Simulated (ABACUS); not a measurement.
## Band-structure run of TiO (part 1 of 2)

- system: TiO (P-6m2, 2 atoms in the cell)
- method: Kohn-Sham DFT of a periodic cell, LDA, PseudoDojo NC SR 0.4.1 LDA stringent, no spin polarisation (ABACUS 3.10.1)

The structure derives from an entry of the Crystallography Open Database.

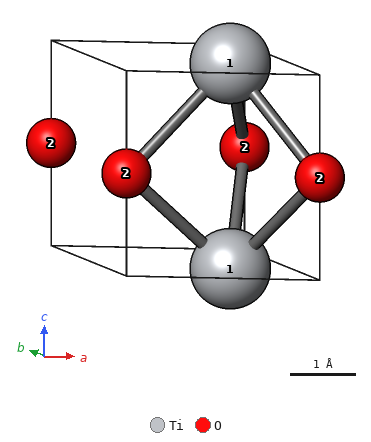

The structure (ball-and-stick view of the cell of the calculation, seen slightly off an axis; atoms are numbered from 1 in the order of the input). Near neighbours in the crystal (not all of them lie inside the picture): Ti has 6 O at 2.38 Å; O has 6 Ti at 2.38 Å.

## Input file
```python
"""ABACUS run from a structure file: ASE reads it, the script writes STRU, KPT and INPUT."""
import re
import subprocess
import spglib
from ase import Atoms
from ase.io import read
from ase.units import Bohr

atoms = read("TiO.cif")
cell, frac, numbers = spglib.standardize_cell((atoms.cell[:], atoms.get_scaled_positions(), atoms.numbers), to_primitive=True, symprec=1e-4)
atoms = Atoms(numbers=numbers, cell=cell, scaled_positions=frac, pbc=True)  # the primitive cell
atoms = atoms[(-atoms.numbers).argsort(kind="stable")]  # ABACUS lists atoms element by element
pseudo = {'Ti': 'Ti.upf', 'O': 'O.upf'}
orbital = {}
magmoms = None
kmesh = [8, 8, 6]
params = {
    'suffix': 'TiO',
    'calculation': 'scf',
    'basis_type': 'pw',
    'pseudo_dir': './',
    'symmetry': 1,
    'dft_functional': 'pz',
    'ecutwfc': 92,
    'pseudo_rcut': 7,
    'nspin': 1,
    'nbands': 19,
    'ks_solver': 'dav',
    'smearing_method': 'fd',
    'smearing_sigma': 0.00367493,
    'scf_thr': 1e-08,
    'scf_nmax': 100,
    'mixing_type': 'broyden',
    'mixing_beta': 0.7,
    'cal_force': 1,
    'cal_stress': 1,
    'out_chg': 1,
    'out_pot': 2,
    'out_elf': 1,
}

symbols = atoms.get_chemical_symbols()
elements = list(dict.fromkeys(symbols))
lines = ["ATOMIC_SPECIES"] + [f"{e} {atoms.get_masses()[symbols.index(e)]:.4f} {pseudo[e]}" for e in elements]
if orbital:
    lines += ["", "NUMERICAL_ORBITAL"] + [orbital[e] for e in elements]
lines += ["", "LATTICE_CONSTANT", f"{1 / Bohr:.10f}", "", "LATTICE_VECTORS"]
lines += [" ".join(f"{x:.10f}" for x in v) for v in atoms.cell]
lines += ["", "ATOMIC_POSITIONS", "Direct"]
for e in elements:
    lines += ["", e, "0.0", str(symbols.count(e))]
    for i, p in enumerate(atoms.get_scaled_positions(wrap=False)):
        if symbols[i] == e:
            mag = "" if magmoms is None else " mag " + " ".join(str(x) for x in (magmoms[i] if isinstance(magmoms[i], list) else [magmoms[i]]))
            lines.append(" ".join(f"{x:.10f}" for x in p) + " 1 1 1" + mag)
open("STRU", "w").write("\n".join(lines) + "\n")
open("KPT", "w").write("K_POINTS\n0\nGamma\n%d %d %d 0 0 0\n" % tuple(kmesh))
open("INPUT", "w").write("INPUT_PARAMETERS\n" + "".join(f"{k:<20s}{v}\n" for k, v in params.items()))

done = subprocess.run(['mpirun', '-np', '4', 'abacus'])
if done.returncode:
    raise SystemExit(done.returncode)
log = open("OUT.TiO/running_scf.log").read()
print("final energy (eV):", re.findall(r"FINAL_ETOT_IS (\S+)", log))
```

## File TiO.cif
```
data_TiO
_cell_length_a 3.03100000
_cell_length_b 3.03100000
_cell_length_c 3.23770000
_cell_angle_alpha 90.00000000
_cell_angle_beta 90.00000000
_cell_angle_gamma 120.00000000
_space_group_name_H-M_alt 'P-6m2'
_space_group_name_Hall 'P -6 2'
_space_group_IT_number 187
loop_
_space_group_symop_operation_xyz
'x,y,z'
'-x+y,-x,-z'
'-y,x-y,z'
'x,y,-z'
'-x+y,-x,z'
'-y,x-y,-z'
'-y,-x,-z'
'x,x-y,z'
'-x+y,y,-z'
'-y,-x,z'
'x,x-y,-z'
'-x+y,y,z'
loop_
_atom_site_label
_atom_site_type_symbol
_atom_site_symmetry_multiplicity
_atom_site_Wyckoff_symbol
_atom_site_fract_x
_atom_site_fract_y
_atom_site_fract_z
_atom_site_occupancy
Ti1 Ti 1 e 0.6666666667 0.3333333333 0.0000000000 1
O1 O 1 b 0.0000000000 0.0000000000 0.5000000000 1
```

## File INPUT
```
INPUT_PARAMETERS
suffix              TiO
calculation         scf
basis_type          pw
pseudo_dir          ./
symmetry            1
dft_functional      pz
ecutwfc             92
pseudo_rcut         7
nspin               1
nbands              19
ks_solver           dav
smearing_method     fd
smearing_sigma      0.00367493
scf_thr             1e-08
scf_nmax            100
mixing_type         broyden
mixing_beta         0.7
cal_force           1
cal_stress          1
out_chg             1
out_pot             2
out_elf             1
```

## File STRU
```
ATOMIC_SPECIES
Ti 47.8670 Ti.upf
O 15.9990 O.upf

LATTICE_CONSTANT
1.8897261258

LATTICE_VECTORS
3.0310000000 0.0000000000 0.0000000000
-1.5155000000 2.6249229989 0.0000000000
0.0000000000 0.0000000000 3.2377000000

ATOMIC_POSITIONS
Direct

Ti
0.0
1
0.6666666667 0.3333333333 0.0000000000 1 1 1

O
0.0
1
0.0000000000 0.0000000000 0.5000000000 1 1 1
```

## File KPT
```
K_POINTS
0
Gamma
8 8 6 0 0 0
```

Run on 4 threads of AMD EPYC (Zen 5), 24 GiB of memory available, shared host.

Command:
```bash
OMP_NUM_THREADS=1 python run_abacus.py > log
```

## The program's output
```
ABACUS v3.10.1

               Atomic-orbital Based Ab-initio Computation at UStc

 ------------------------------------------------------------------------------------

 READING GENERAL INFORMATION
                           global_out_dir = OUT.TiO/
                           global_in_card = INPUT
                               pseudo_dir = ./
                              orbital_dir =
                                    DSIZE = 4
                                    GSIZE = 1

 READING UNITCELL INFORMATION
                                    ntype = 2
                  lattice constant (Bohr) = 1.88973
              lattice constant (Angstrom) = 1

 READING ATOM TYPE 1
                               atom label = Ti
                      L=0, number of zeta = 1
                      L=1, number of zeta = 1
                      L=2, number of zeta = 1
             number of atom for this type = 1

 READING ATOM TYPE 2
                               atom label = O
                      L=0, number of zeta = 1
                      L=1, number of zeta = 1
                      L=2, number of zeta = 1
             number of atom for this type = 1

                        TOTAL ATOM NUMBER = 2
DIRECT COORDINATES
    atom                   x                   y                   z     mag                  vx                  vy                  vz
taud_Ti1            0.6666666667        0.3333333333        0.0000000000  0.0000        0.0000000000        0.0000000000        0.0000000000
taud_O1            0.0000000000        0.0000000000        0.5000000000  0.0000        0.0000000000        0.0000000000        0.0000000000

                          Volume (Bohr^3) = 173.834
                             Volume (A^3) = 25.7596

 Lattice vectors: (Cartesian coordinate: in unit of a_0)
               +3.031                  +0                  +0
              -1.5155            +2.62492                  +0
                   +0                  +0             +3.2377
 Reciprocal vectors: (Cartesian coordinate: in unit of 2 pi/a_0)
            +0.329924           +0.190482                  -0
                   -0           +0.380964                  -0
                   +0                  -0           +0.308861
 The esolver type has been set to : ksdft_pw

                PAO radial cut off (Bohr) = 7

 Read in pseudopotential file is Ti.upf
                     pseudopotential type = NC
          exchange-correlation functional = SLAPWNOGXNOGC
                 nonlocal core correction = 1
                        valence electrons = 12
                                     lmax = 2
                           number of zeta = 4
                     number of projectors = 6
                           L of projector = 0
                           L of projector = 0
                           L of projector = 1
                           L of projector = 1
                           L of projector = 2
                           L of projector = 2
 XC functional updated to : pz
          exchange-correlation functional = PZ
                PAO radial cut off (Bohr) = 7

 Read in pseudopotential file is O.upf
                     pseudopotential type = NC
          exchange-correlation functional = SLA PW NOGXNOGC
                 nonlocal core correction = 1
                        valence electrons = 6
                                     lmax = 2
                           number of zeta = 2
                     number of projectors = 5
                           L of projector = 0
                           L of projector = 0
                           L of projector = 1
                           L of projector = 1
                           L of projector = 2
 XC functional updated to : pz
          exchange-correlation functional = PZ
     initial pseudo atomic orbital number = 14

 SETUP THE ELECTRONS NUMBER
            electron number of element Ti = 12
      total electron number of element Ti = 12
             electron number of element O = 6
       total electron number of element O = 6
            AUTOSET number of electrons:  = 18
                           occupied bands = 9
                                   NBANDS = 19
                                   NLOCAL = 18

%%%%%%%%%%%%%%%%%%%%%%%%%%%%%%%%%%%%%%%%%%%%%%%%%%%%%%%%%%%%%%%%%%%%%%%%%%%%%%%%%%%%%%%%%%%%%%%%%%%%%%%%%%
 Warning: the number of valence electrons in pseudopotential > 4 for Ti: [Ar] 3d2 4s2
 Pseudopotentials with additional electrons can yield (more) accurate outcomes, but may be less efficient.
 If you're confident that your chosen pseudopotential is appropriate, you can safely ignore this warning.
%%%%%%%%%%%%%%%%%%%%%%%%%%%%%%%%%%%%%%%%%%%%%%%%%%%%%%%%%%%%%%%%%%%%%%%%%%%%%%%%%%%%%%%%%%%%%%%%%%%%%%%%%%

 SETUP THE PLANE WAVE BASIS
 energy cutoff for charge/potential (unit:Ry) = 368
            fft grid for charge/potential = [ 36, 36, 40 ]
                        fft grid division = [ 1, 1, 1 ]
        big fft grid for charge/potential = [ 36, 36, 40 ]
                                     nbxx = 12960
                                     nrxx = 12960

 SETUP PLANE WAVES FOR CHARGE/POTENTIAL
                    number of plane waves = 20851
                         number of sticks = 847

 PARALLEL PW FOR CHARGE/POTENTIAL
     PROC   COLUMNS(POT)             PW
        1            211           5213
        2            211           5213
        3            213           5213
        4            212           5212
 --------------- sum -------------------
        4            847          20851
                            number of |g| = 954
                                  max |g| = 33.2743
                                  min |g| = 0

----------- Double Check Mixing Parameters Begin ------------
mixing_type: broyden
mixing_beta: 0.7
mixing_gg0: 1
mixing_gg0_min: 0.1
mixing_ndim: 8
----------- Double Check Mixing Parameters End ------------

 LATTICE VECTORS: (CARTESIAN COORDINATE: IN UNIT OF A0)
               +3.031                  +0                  +0
              -1.5155            +2.62492                  +0
                   +0                  +0             +3.2377
                       right hand lattice = 1
                                   NORM_A = 3.031
                                   NORM_B = 3.031
                                   NORM_C = 3.2377
                           ALPHA (DEGREE) = 90
                           BETA  (DEGREE) = 90
                           GAMMA (DEGREE) = 120

 The lattice vectors have been changed (STRU_SIMPLE.cif)

(for optimal symmetric configuration:)
                             BRAVAIS TYPE = 4
                     BRAVAIS LATTICE NAME = 04. Hexagonal cell
                                    ibrav = 4
                                    IBRAV = 4
                                  BRAVAIS = HEXAGONAL CELL
                       LATTICE CONSTANT A = 3.031
                                C/A RATIO = 1.0682
Original cell was already a primitive cell.
                        ROTATION MATRICES = 24
              PURE POINT GROUP OPERATIONS = 12
                   SPACE GROUP OPERATIONS = 12
                                       C2 = 3
                                       C3 = 2
                                       C4 = 0
                                       C6 = 0
                                       S1 = 4
                                       S3 = 2
                                       S4 = 0
                                       S6 = 0
                              POINT GROUP = D_3h
                                       C2 = 3
                                       C3 = 2
                                       C4 = 0
                                       C6 = 0
                                       S1 = 4
                                       S3 = 2
                                       S4 = 0
                                       S6 = 0
               POINT GROUP IN SPACE GROUP = D_3h

 SETUP K-POINTS
                                    nspin = 1
                   Input type of k points = Monkhorst-Pack(Gamma)
                                   nkstot = 384
                       right hand lattice = 1
(for reciprocal lattice: )
                             BRAVAIS TYPE = 4
                     BRAVAIS LATTICE NAME = 04. Hexagonal cell
                                    ibrav = 4
                       right hand lattice = 1
(for k-lattice: )
                             BRAVAIS TYPE = 4
                     BRAVAIS LATTICE NAME = 04. Hexagonal cell
                                    ibrav = 4
                       right hand lattice = 1
                        ROTATION MATRICES = 24
                               nkstot_ibz = 40
K-POINTS REDUCTION ACCORDING TO SYMMETRY
     IBZ    DIRECT_X    DIRECT_Y    DIRECT_Z  WEIGHT  ibz2bz
       1  0.00000000  0.00000000  0.00000000  0.0026       0
       2 -0.12500000  0.12500000  0.00000000  0.0156       1
       3 -0.25000000  0.25000000  0.00000000  0.0156       2
       4 -0.37500000  0.37500000  0.00000000  0.0156       3
       5  0.50000000  0.50000000  0.00000000  0.0078       4
       6 -0.12500000  0.25000000  0.00000000  0.0156       9
       7 -0.25000000  0.37500000  0.00000000  0.0312      10
       8  0.50000000  0.37500000  0.00000000  0.0312      11
       9  0.50000000  0.25000000  0.00000000  0.0156      18
      10  0.37500000  0.37500000  0.00000000  0.0156      19
      11  0.00000000  0.00000000  0.16666667  0.0052      64
      12 -0.12500000  0.12500000  0.16666667  0.0312      65
      13 -0.25000000  0.25000000  0.16666667  0.0312      66
      14 -0.37500000  0.37500000  0.16666667  0.0312      67
      15  0.50000000  0.50000000  0.16666667  0.0156      68
      16 -0.12500000  0.25000000  0.16666667  0.0312      73
      17 -0.25000000  0.37500000  0.16666667  0.0625      74
      18  0.50000000  0.37500000  0.16666667  0.0625      75
      19  0.50000000  0.25000000  0.16666667  0.0312      82
      20  0.37500000  0.37500000  0.16666667  0.0312      83
      21  0.00000000  0.00000000  0.33333333  0.0052     128
      22 -0.12500000  0.12500000  0.33333333  0.0312     129
      23 -0.25000000  0.25000000  0.33333333  0.0312     130
      24 -0.37500000  0.37500000  0.33333333  0.0312     131
      25  0.50000000  0.50000000  0.33333333  0.0156     132
      26 -0.12500000  0.25000000  0.33333333  0.0312     137
      27 -0.25000000  0.37500000  0.33333333  0.0625     138
      28  0.50000000  0.37500000  0.33333333  0.0625     139
      29  0.50000000  0.25000000  0.33333333  0.0312     146
      30  0.37500000  0.37500000  0.33333333  0.0312     147
[... 10 further k points ...]

                               nkstot now = 40
[... K-POINTS DIRECT COORDINATES: 40 rows ...]

           k-point number in this process = 40
       minimum distributed K point number = 40
[... stars of the k points ...]

[... K-POINTS CARTESIAN COORDINATES: 40 rows ...]

[... K-POINTS DIRECT COORDINATES: 40 rows ...]

 SETUP PLANE WAVES FOR WAVE FUNCTIONS
     energy cutoff for wavefunc (unit:Ry) = 92
              fft grid for wave functions = [ 36, 36, 40 ]
                    number of plane waves = 3693
                         number of sticks = 253

 PARALLEL PW FOR WAVE FUNCTIONS
     PROC   COLUMNS(POT)             PW
        1             63            923
        2             63            923
        3             64            926
        4             63            921
 --------------- sum -------------------
        4            253           3693

 SETUP NONLOCAL PSEUDOPOTENTIALS IN PLANE WAVE BASIS
 Ti non-local projectors:
 projector 1 L=0
 projector 2 L=0
 projector 3 L=1
 projector 4 L=1
 projector 5 L=2
 projector 6 L=2
 O non-local projectors:
 projector 1 L=0
 projector 2 L=0
 projector 3 L=1
 projector 4 L=1
 projector 5 L=2
      TOTAL NUMBER OF NONLOCAL PROJECTORS = 31

 Init Non-Local PseudoPotential table :
 Init Non-Local-Pseudopotential done.
```
